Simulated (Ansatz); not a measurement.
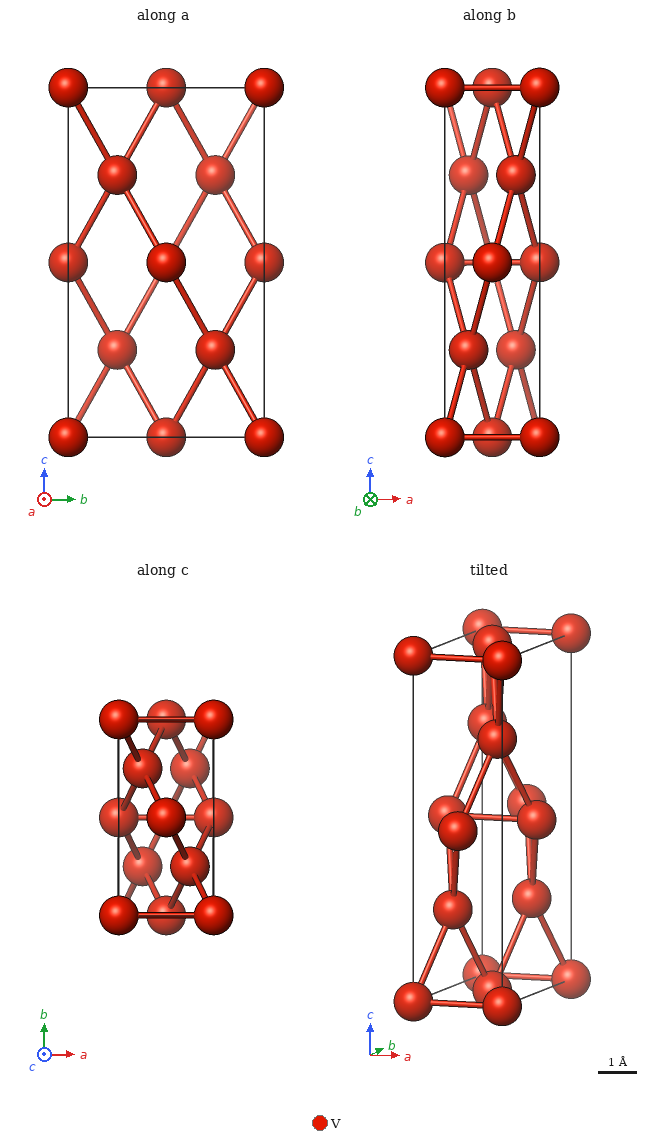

Ball-and-stick model, viewed along the a axis, along the b axis, along the c axis and slightly off an axis. One drawn cell (a repeat of the simulation cell) is outlined, and atoms on its boundary appear in each equivalent place.

Lattice parameters: a = 2.5074 Å, b = 5.1849 Å, c = 9.2541 Å, α = 90.000°, β = 89.861°, γ = 90.000°.

Q: Give the atomic positions as a CIF in P1 with every atom of the cell.

A:
```cif
data_structure
_symmetry_space_group_name_H-M 'P 1'
_symmetry_Int_Tables_number 1
_cell_length_a 2.5074
_cell_length_b 5.1849
_cell_length_c 9.2541
_cell_angle_alpha 90.000
_cell_angle_beta 89.861
_cell_angle_gamma 90.000
_cell_volume 120.31
loop_
_atom_site_label
_atom_site_type_symbol
_atom_site_fract_x
_atom_site_fract_y
_atom_site_fract_z
_atom_site_occupancy
V1 V 0.0000 0.4999 0.5000 1
V2 V 0.2500 0.7500 0.7500 1
V3 V 0.7500 0.2500 0.7500 1
V4 V 0.5000 0.9999 0.5000 1
V5 V 0.2500 0.2500 0.2500 1
V6 V 0.0000 0.9999 0.0000 1
V7 V 0.5000 0.4999 0.0000 1
V8 V 0.7500 0.7500 0.2500 1
```

Starting structure: a structure type filled with this element by a generator (whether the element takes this form wasn't checked). Earlier steps of the study may have refined or changed the cell and positions. It went into a calculation with Ansatz.

At this level of theory the cell isn't at rest (stretched, at -17 GPa), so its distances can differ from those at equilibrium, the more so the softer the solid.
